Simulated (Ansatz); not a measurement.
# Run report: Nb4As8H, geometry relaxation (part 2 of 3)

The same run, continued: Nb4As8H (slab, 13 atoms in the cell); DFT PBEsol, scalar-relativistic, plane waves, PAW, no spin polarisation (Ansatz 0.2.0); cutoff 420 eV, 9×6×1 k-mesh, Gaussian smearing of 0.1 eV. The structure derives from an entry of the Crystallography Open Database. The input holds or restrains some coordinates. Forces given for the steps count only the free coordinates. It belongs to a series of runs on one base structure; here: H put at a top As site.

Geometry of the input (Å; fractional positions):
```
3.3614  0.0000  0.0000
-1.6807  4.6666  0.0000
0.0000  0.0000  30.6760
As 0.3339  0.6679  0.2771
As 0.0747  0.1494  0.2896
Nb 0.4855  0.9710  0.3505
As 0.7696  0.5392  0.3698
As 0.0476  0.0953  0.4176
Nb 0.3317  0.6634  0.4369
As 0.7391  0.4786  0.4970
As 0.4769  0.9534  0.5112
Nb 0.8993  0.7976  0.5742
As 0.1752  0.3497  0.5763
As 0.3470  0.6927  0.6488
Nb 0.6203  0.2403  0.6367
H  0.3470  0.6927  0.6977
```

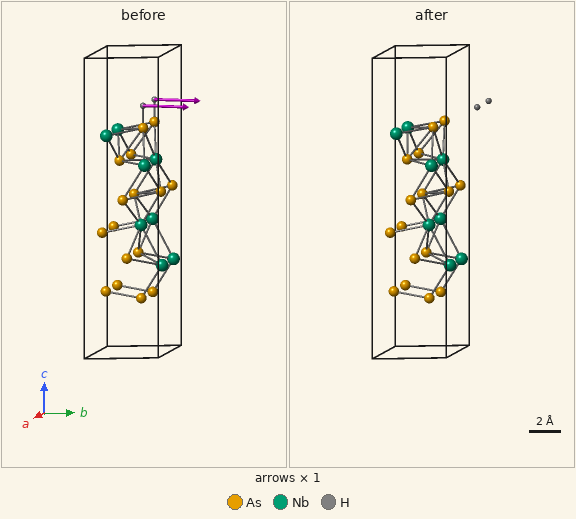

*Before (left) and after (right) the restrained relaxation, at one scale (ball-and-stick view of the 2 × 1 repeat of the cell, with the vacuum cut short, seen slightly off an axis). The pink arrows give the displacements, at true length.*

H13 moves most: 3.15 Å. Largest moves by element: H 3.15 Å, Nb 0.20 Å, As 0.15 Å. The cell stays as it was. Distances before and after: As11–H13 1.500 → 3.332 Å, Nb12–H13 3.167 → 1.778 Å, As10–As11 2.740 → 2.827 Å, As7–Nb9 2.798 → 2.731 Å. New bonds form: Nb12–H13 (3.17 → 1.78 Å). Bonds break: As11–H13 (1.50 → 3.33 Å). Among the angles that change: Nb9–As11–Nb12 73.6° → 79.1°, Nb9–As10–Nb12 79.5° → 84.8°, Nb9–As10–Nb12 79.5° → 84.8°. The energy falls by 1.131 eV per cell of the calculation in 20 geometry steps. Largest force component: 1.3 eV/Å at the start, 0.0064 eV/Å at the end. (Atoms are counted from 1 in the order of the input.)

```
WARN: The input density's exchange-correlation potential varies sharply where the density is thin. Do not read a vacuum level from v_tot or v_xc, or from such a field of the output density. On a cell that repeats whose density bears no net charge and no dipole along the vacuum's axis use v_es (v_loc + v_h of the components); under efield.dipole_correction with no amplitude use v_es + v_field, which holds any external_charges[].barrier, or the levels of the report's work_function block, which leave it out; under a non-zero efield.amplitude the vacuum is tilted and has no level; on a cell that repeats and bears such a dipole with no correction it is tilted too, and efield.dipole_correction with no amplitude gives each side of its ramp a level where efield: is served; in a cell that repeats whose density bears a net charge (total_charge, or a fill off its count) it is curved and has none; of a slab under crystal.periodic whose density bears no net charge use v_es, which has a level on each side, short of where the two are joined; of another it falls or rises all the way out and has none; of a slab beside external_charges read slab_vacuum_level instead, which it has where they leave it neutral. The grid or the basis barely resolves most such structure, and the values can differ between equally converged runs; as a rule a tighter scf.convergence.dr2_threshold does not remove it. Where the density itself ripples (under the LDA too) a higher basis.ecutwfc lessens it. The files hold the spikes' plane waves up to the density's cutoff. Files: v_tot and the like, and their columns of v_z.tsv (output.write_potential); v_xc and the like, and their columns of v_comp_z.tsv (output.write_potential_components); where files of the output density stand in their place, no point of their own thin density is over the threshold below, and this is of outcome.potential() and, of a run that writes arrays (npy), the arrays of these names. Measured: with its Gaussian average of σ = 0.25 Å subtracted twice, the exchange-correlation potential is over 0.1 eV at 6 of the grid points where the equally averaged density (valence and model cores) is under 1e-3 e/Å³, and 0.124 eV at the most among them, at an averaged density of 1.1e-7 e/Å³. See output.write_potential in the manual, Limitations
SCF converged after 6 iterations
Free energy (F): -56505.342679 eV
Harris-Foulkes:  -56505.342679 eV  (|F-HF|=3.09e-8)
Internal energy: -56505.313680 eV  (E = F + TS)
E sigma→0 (E₀):  -56505.328179 eV
Entropy (-TS):   -0.028999 eV (-2.231 meV/atom)
Fermi energy:    3.424478 eV
Dipole field:    D = -0.012884 V/Å  (p = -0.034260 e·Å, saw-weighted, corrected)
Work function:   Φ+ = 5.8488 eV   Φ− = 5.4536 eV
Levels:          The Fermi level and band energies are counted from a zero that moves with the ramp; work functions are not
--- Per-component energies (eV) ---
  E_band       = -3709.859319
  E_kinetic    = 2421.728891
  E_local      = -295347.393694  (includes V_loc(G=0)·N_el)
  E_nonlocal   = -4857.714966
  E_hartree    = 147081.870458
  E_xc         = -1339.650913
  E_vxc        = -1500.037285  (∫ρ·V_xc dr)
  E_paw        = -26416.786288  (= ΣΔE_a)
  E_vpaw       = 1411.269558  (= ΣTr[D̂ρ^β])
  E_aug_tail   = -0.001032  (compensation charges beyond the density's cutoff)
  E_efield     = 0.000221  (sawtooth field / dipole correction)
  E_vefield    = -1.458708  (∫n·V_field dr)
  E_ewald      = 121944.147378
  E_core_change = 8.486265  (= ΣΔE_core)
  E_smearing   = -0.028999  (= −TS)
  E_closure    = -0.000000  (closes the sum)
  Σ components = -56505.342679   (vs F -56505.342679, Δ=0.00e0)
--- Forces (eV/Å), atoms counted from 1 ---
  atom   1  As     0.00346007     1.31533783    -0.66778500
  atom   2  As     0.00817943    -1.13236013     0.58268499
  atom   3  Nb    -0.00191530    -0.00784508     0.02571300
  atom   4  As    -0.01157719    -0.22949513    -0.16342889
  atom   5  As     0.01001029     0.12760751     0.01752734
  atom   6  Nb    -0.00856460    -0.07620153     0.19748939
  atom   7  As     0.00025641     0.00326820     0.00106760
  atom   8  As     0.00154020    -0.00531570     0.00095468
  atom   9  Nb    -0.00148534     0.00417532     0.00375379
  atom  10  As     0.00087879     0.00080920     0.00642474
  atom  11  As    -0.00033178    -0.00149391    -0.00455291
  atom  12  Nb    -0.00120175     0.00145471    -0.00070515
  atom  13  H      0.00075212     0.00002320     0.00086372
  max |Σ_I F_I| component: 3.55e-5 eV/Å
--- Band table (eV; the first three rows and the last of 28) ---
  k-point 0: bands = ["-51.5692", "-51.2752", "-51.1934", "-51.1209", "-32.3349", "-32.3048", "-32.2790", "-32.2482", "-32.2362", "-32.2277", "-32.2132", "-32.1848", "-32.1562", "-32.1392", "-32.1204", "-32.1157", "-32.1091", "-32.0803", "-32.0736", "-32.0414", "-32.0198", "-31.9739", "-31.9649", "-31.9035", "-31.8929", "-31.8737", "-31.8732", "-31.8688", "-31.8674", "-31.8436", "-31.8334", "-31.8281", "-31.8205", "-31.8019", "-31.7899", "-31.7827", "-31.7765", "-31.7606", "-31.7570", "-31.7431", "-31.7260", "-31.7237", "-31.7176", "-31.7086", "-27.7728", "-27.6847", "-27.6012", "-27.5405", "-27.4590", "-27.3790", "-27.3129", "-27.2795", "-27.2712", "-27.2661", "-27.1889", "-27.1533", "-10.5489", "-9.6976", "-8.9607", "-8.5077", "-7.2406", "-6.4781", "-5.2688", "-4.3669", "-2.4537", "-1.7884", "-1.5712", "-1.1073", "-0.7395", "-0.4809", "0.2650", "0.4999", "0.6419", "1.0743", "1.2839", "1.4620", "1.5326", "1.8421", "1.8634", "2.1304", "2.2987", "2.4031", "2.7492", "2.8109", "2.9360", "3.3361", "3.3871", "4.2129", "4.8035", "4.9045", "5.1947", "5.4717", "5.7949", "5.8075", "5.9769", "6.3637", "6.5376", "6.7635", "7.2062", "7.2476", "7.3265", "7.8658", "8.0992", "8.3631"]
  k-point 1: bands = ["-51.5690", "-51.2751", "-51.1934", "-51.1209", "-32.3372", "-32.3101", "-32.2781", "-32.2428", "-32.2332", "-32.2277", "-32.2152", "-32.1841", "-32.1561", "-32.1393", "-32.1211", "-32.1157", "-32.1096", "-32.0800", "-32.0736", "-32.0426", "-32.0218", "-31.9742", "-31.9649", "-31.9035", "-31.8921", "-31.8732", "-31.8729", "-31.8695", "-31.8646", "-31.8420", "-31.8332", "-31.8281", "-31.8229", "-31.8017", "-31.7905", "-31.7822", "-31.7762", "-31.7608", "-31.7569", "-31.7429", "-31.7259", "-31.7236", "-31.7182", "-31.7081", "-27.7761", "-27.6891", "-27.6025", "-27.5405", "-27.4628", "-27.3775", "-27.3136", "-27.2804", "-27.2681", "-27.2664", "-27.1891", "-27.1538", "-10.3637", "-9.5124", "-8.8106", "-8.3725", "-7.2084", "-6.6502", "-6.0295", "-5.2435", "-2.2416", "-1.6153", "-1.4464", "-0.8393", "-0.4913", "0.1167", "0.3110", "0.5508", "0.6954", "1.1515", "1.1999", "1.5050", "1.5807", "1.8337", "1.9308", "2.0354", "2.2910", "2.4399", "2.6537", "2.8108", "2.8918", "3.2726", "3.3816", "4.2703", "4.7000", "4.7117", "5.2187", "5.3193", "5.4867", "5.9940", "6.0565", "6.2665", "6.5266", "6.6502", "7.1356", "7.4086", "7.4476", "7.8754", "8.0193", "8.0829"]
  k-point 2: bands = ["-51.5686", "-51.2750", "-51.1934", "-51.1208", "-32.3414", "-32.3188", "-32.2762", "-32.2344", "-32.2276", "-32.2272", "-32.2194", "-32.1824", "-32.1560", "-32.1398", "-32.1226", "-32.1157", "-32.1104", "-32.0793", "-32.0737", "-32.0451", "-32.0257", "-31.9748", "-31.9650", "-31.9034", "-31.8903", "-31.8724", "-31.8722", "-31.8708", "-31.8587", "-31.8388", "-31.8327", "-31.8288", "-31.8277", "-31.8015", "-31.7919", "-31.7812", "-31.7757", "-31.7611", "-31.7568", "-31.7426", "-31.7257", "-31.7237", "-31.7189", "-31.7076", "-27.7824", "-27.6978", "-27.6052", "-27.5405", "-27.4702", "-27.3745", "-27.3149", "-27.2822", "-27.2673", "-27.2618", "-27.1896", "-27.1547", "-9.8285", "-8.9784", "-8.4653", "-8.0215", "-7.6634", "-7.1475", "-6.7653", "-6.4520", "-2.5490", "-1.8664", "-1.4290", "-0.4811", "-0.0903", "0.3583", "0.5133", "0.8131", "1.3186", "1.4002", "1.5310", "1.6561", "1.6572", "1.9416", "1.9524", "2.0820", "2.3494", "2.6115", "2.6600", "2.7327", "3.1044", "3.4492", "3.5516", "4.2808", "4.4475", "4.4499", "4.6807", "5.1837", "5.7399", "5.8736", "5.9404", "6.1468", "6.5054", "6.6217", "6.8409", "7.2034", "7.2499", "7.6996", "7.8249", "7.9506"]
  k-point 27: bands = ["-51.5535", "-51.2594", "-51.1780", "-51.1054", "-32.3361", "-32.3105", "-32.2771", "-32.2466", "-32.2342", "-32.2225", "-32.2111", "-32.1832", "-32.1596", "-32.1363", "-32.1206", "-32.1196", "-32.1081", "-32.0842", "-32.0653", "-32.0384", "-32.0240", "-31.9689", "-31.9681", "-31.9030", "-31.8912", "-31.8772", "-31.8747", "-31.8647", "-31.8607", "-31.8438", "-31.8365", "-31.8201", "-31.8189", "-31.8056", "-31.7920", "-31.7810", "-31.7752", "-31.7640", "-31.7478", "-31.7464", "-31.7302", "-31.7202", "-31.7175", "-31.7059", "-27.8312", "-27.7440", "-27.6513", "-27.5504", "-27.4904", "-27.4880", "-27.4327", "-27.3816", "-27.3504", "-27.2510", "-27.2348", "-27.1554", "-8.6240", "-7.9225", "-7.8849", "-7.5725", "-6.4043", "-6.2837", "-6.0120", "-5.0701", "-2.6353", "-2.3384", "-1.8337", "-1.5472", "-1.1975", "-0.8708", "-0.5470", "0.0180", "0.0632", "0.2628", "0.4882", "0.7527", "0.8577", "0.9833", "1.1049", "1.3149", "1.4496", "1.5529", "1.9789", "2.1661", "2.7507", "3.0023", "3.0706", "3.7751", "4.6391", "4.8360", "5.0484", "5.3736", "5.4535", "5.6416", "6.0128", "6.3742", "6.5544", "6.7282", "6.9016", "7.0720", "7.2477", "7.5449", "7.7783", "8.1170"]
--- Relaxed structure (21 steps of the walk, 21 accepted, 0 SCFs on fresh bases) ---
  F+E_penalty+E_count = -56505.34267878 eV   max|allowed force component| = 6.425e-3 eV/Å
  atoms:
    - { symbol: As, position: [0.33393466659999993, 0.6678693331999999, 0.2770892641] }
    - { symbol: As, position: [0.07467529899999999, 0.1493505979, 0.2895837578] }
    - { symbol: Nb, position: [0.48550687439999995, 0.9710137486999999, 0.3505418126] }
    - { symbol: As, position: [0.7695803228, 0.5391606455999999, 0.369838955] }
    - { symbol: As, position: [0.0476396083, 0.0952792166, 0.4176250932] }
    - { symbol: Nb, position: [0.3317130568, 0.6634261135, 0.43692223569999994] }
    - { symbol: As, position: [0.7402316945759, 0.4813016175014326, 0.49749156811982465] }
    - { symbol: As, position: [0.47673492888461333, 0.9541323311416418, 0.5112452840725814] }
    - { symbol: Nb, position: [0.8920295260582362, 0.7832867598739988, 0.5737416920591132] }
    - { symbol: As, position: [0.17207245897153106, 0.3435829540639556, 0.5789730485370228] }
    - { symbol: As, position: [0.3601307689103366, 0.7220668779278171, 0.6509236103177227] }
    - { symbol: Nb, position: [0.6343257740753115, 0.2686578464555145, 0.6414219964806163] }
    - { symbol: H, position: [0.6829031879264024, 1.367429213487175, 0.6973998687584059] }
```

## Trajectory as extended XYZ (Å, eV, eV/Å), 21 frames, from step=1 to step=21
```
13
Lattice="3.3614 0.0000 0.0000 -1.6807 4.6666 0.0000 0.0000 0.0000 30.6760" Properties=species:S:1:pos:R:3:forces:R:3 step=1 energy=-56504.21143
As    0.0000    3.1167    8.5000    0.0071   1.3337  -0.6533
As    0.0000    0.6970    8.8833    0.0047  -1.1531   0.5936
Nb    0.0000    4.5313   10.7532    0.0004  -0.0093  -0.0044
As    1.6807    2.5160   11.3452   -0.0157  -0.2198  -0.1576
As    0.0000    0.4446   12.8111    0.0137   0.1196   0.0414
Nb    0.0000    3.0959   13.4030   -0.0060  -0.1087   0.1227
As    1.6799    2.2335   15.2453   -0.0050   0.0566   0.0040
As    0.0007    4.4489   15.6824   -0.0017  -0.1766   0.0871
Nb    1.6823    3.7223   17.6146    0.0076   0.1909  -0.3234
As    0.0012    1.6320   17.6779   -0.0059  -0.4287  -0.2915
As    0.0020    3.2327   19.9012   -0.0027  -0.6722   0.0127
Nb    1.6811    1.1212   19.5308    0.0046   0.7220  -0.7155
H     0.0020    3.2327   21.4012   -0.0011   0.3454   1.2843
13
Lattice="3.3614 0.0000 0.0000 -1.6807 4.6666 0.0000 0.0000 0.0000 30.6760" Properties=species:S:1:pos:R:3:forces:R:3 step=2 energy=-56504.41147
As    0.0000    3.1167    8.5000    0.0073   1.3406  -0.6584
As    0.0000    0.6970    8.8833    0.0029  -1.1598   0.5922
Nb    0.0000    4.5313   10.7532    0.0014  -0.0262  -0.0042
As    1.6807    2.5160   11.3452   -0.0159  -0.2089  -0.1533
As    0.0000    0.4446   12.8111    0.0143   0.1094   0.0519
Nb    0.0000    3.0959   13.4030   -0.0085  -0.1247  -0.0537
As    1.6792    2.2231   15.2357    0.0024   0.0620  -0.0986
As    0.0006    4.4290   15.6786    0.0012  -0.1589  -0.1125
Nb    1.6830    3.7184   17.5814   -0.0051  -0.0478  -0.1316
As    0.0009    1.6102   17.5910    0.0019   0.4056   0.0102
As    0.0016    3.1900   20.0320   -0.0029  -0.3059  -0.3909
Nb    1.6815    1.1570   19.4136   -0.0005  -0.1417   0.6469
H     0.0015    3.3251   21.5727    0.0017   0.2562   0.3014
13
Lattice="3.3614 0.0000 0.0000 -1.6807 4.6666 0.0000 0.0000 0.0000 30.6760" Properties=species:S:1:pos:R:3:forces:R:3 step=3 energy=-56504.49348
As    0.0000    3.1167    8.5000    0.0076   1.3393  -0.6613
As    0.0000    0.6970    8.8833    0.0037  -1.1603   0.5978
Nb    0.0000    4.5313   10.7532   -0.0008  -0.0188  -0.0013
As    1.6807    2.5160   11.3452   -0.0153  -0.2103  -0.1588
As    0.0000    0.4446   12.8111    0.0148   0.1099   0.0423
Nb    0.0000    3.0959   13.4030   -0.0088  -0.1561   0.0433
As    1.6791    2.2213   15.2427    0.0017   0.0333  -0.0190
As    0.0003    4.4231   15.6794   -0.0003  -0.0155   0.0520
Nb    1.6824    3.7336   17.5956   -0.0045  -0.0448  -0.0073
As    0.0005    1.6341   17.6606    0.0040   0.1755   0.1335
As    0.0008    3.1726   20.1025   -0.0031  -0.1417  -0.0688
Nb    1.6810    1.1512   19.5109   -0.0004  -0.0722   0.0805
H     0.0022    3.5063   21.6419    0.0014   0.1622  -0.0336
13
Lattice="3.3614 0.0000 0.0000 -1.6807 4.6666 0.0000 0.0000 0.0000 30.6760" Properties=species:S:1:pos:R:3:forces:R:3 step=4 energy=-56504.53364
As    0.0000    3.1167    8.5000    0.0080   1.3412  -0.6630
As    0.0000    0.6970    8.8833    0.0026  -1.1606   0.6008
Nb    0.0000    4.5313   10.7532    0.0002  -0.0213   0.0008
As    1.6807    2.5160   11.3452   -0.0149  -0.2103  -0.1556
As    0.0000    0.4446   12.8111    0.0150   0.1109   0.0456
Nb    0.0000    3.0959   13.4030   -0.0105  -0.1375   0.1538
As    1.6791    2.2228   15.2490   -0.0006   0.0377  -0.0085
As   -0.0002    4.4233   15.6931   -0.0008  -0.0246   0.0161
Nb    1.6816    3.7321   17.6105   -0.0009  -0.0556   0.0720
As    0.0003    1.6383   17.6910    0.0040   0.0469   0.0672
As   -0.0002    3.1381   20.1108    0.0015   0.0243   0.0143
Nb    1.6805    1.1209   19.5366   -0.0007  -0.0631   0.0537
H     0.0035    3.6983   21.6079   -0.0029   0.1120  -0.1972
13
Lattice="3.3614 0.0000 0.0000 -1.6807 4.6666 0.0000 0.0000 0.0000 30.6760" Properties=species:S:1:pos:R:3:forces:R:3 step=5 energy=-56504.58331
As    0.0000    3.1167    8.5000    0.0073   1.3419  -0.6622
As    0.0000    0.6970    8.8833    0.0037  -1.1599   0.6036
Nb    0.0000    4.5313   10.7532   -0.0009  -0.0269   0.0012
As    1.6807    2.5160   11.3452   -0.0125  -0.2090  -0.1513
As    0.0000    0.4446   12.8111    0.0144   0.1100   0.0450
Nb    0.0000    3.0959   13.4030   -0.0106  -0.1281   0.2408
As    1.6792    2.2201   15.2527   -0.0036   0.0581  -0.0146
As    0.0000    4.4188   15.7059    0.0000  -0.0561   0.0021
Nb    1.6820    3.7162   17.6283    0.0025  -0.0469   0.0795
As    0.0014    1.6267   17.7062    0.0071  -0.0250  -0.0112
As    0.0007    3.1235   20.0876   -0.0036   0.0382  -0.0786
Nb    1.6814    1.0968   19.5478    0.0014  -0.0997   0.1466
H    -0.0004    3.8709   21.5169   -0.0052   0.2037  -0.2008
13
Lattice="3.3614 0.0000 0.0000 -1.6807 4.6666 0.0000 0.0000 0.0000 30.6760" Properties=species:S:1:pos:R:3:forces:R:3 step=6 energy=-56504.66301
As    0.0000    3.1167    8.5000    0.0061   1.3406  -0.6612
As    0.0000    0.6970    8.8833    0.0061  -1.1585   0.6067
Nb    0.0000    4.5313   10.7532   -0.0028  -0.0301   0.0011
As    1.6807    2.5160   11.3452   -0.0106  -0.2087  -0.1476
As    0.0000    0.4446   12.8111    0.0137   0.1072   0.0412
Nb    0.0000    3.0959   13.4030   -0.0102  -0.1281   0.2926
As    1.6790    2.2152   15.2539   -0.0026   0.0620  -0.0151
As    0.0003    4.4110   15.7154    0.0009  -0.0642   0.0015
Nb    1.6829    3.6937   17.6421    0.0043  -0.0503   0.0743
As    0.0028    1.6047   17.7140    0.0061  -0.0273  -0.0180
As    0.0010    3.1128   20.0631   -0.0070   0.0109  -0.2971
Nb    1.6823    1.0732   19.5594   -0.0026  -0.2334   0.2865
H    -0.0049    4.0332   21.4081   -0.0015   0.3799  -0.1649
```
